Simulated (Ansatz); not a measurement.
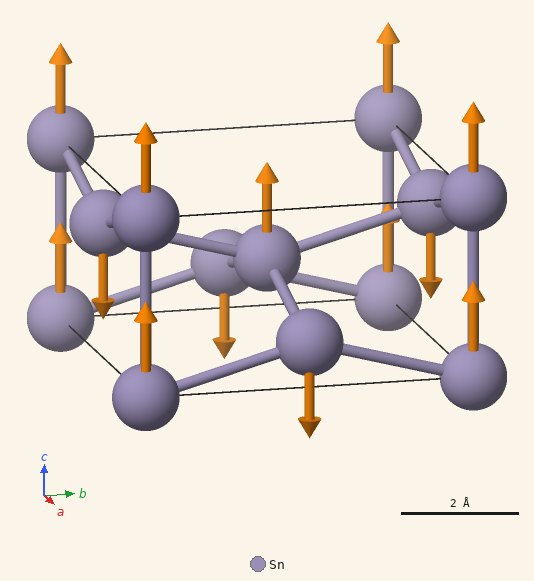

One vibrational mode of solid Sn at the zone centre. Displacements are drawn as orange arrows; their common scale and sign are arbitrary. A ball-and-stick model of the conventional cell (2 times the calculation's cell), seen slightly off an axis. Lengths and directions refer to the drawn axes.

Theory: DFT PBEsol, scalar-relativistic, plane waves, PAW in Ansatz 0.2.0. (plane-wave cutoff 420 eV; k-point mesh 22 × 22 × 22; occupations gaussian; smearing width 0.15 eV; no spin polarisation)

Describe the mode and give its frequency.

Answer. This is the B₁g mode at 5.6 meV, the lowest optical level, Raman-active by symmetry. All motion is along c; atoms of one kind move against one another, with no net shift of their sublattice.
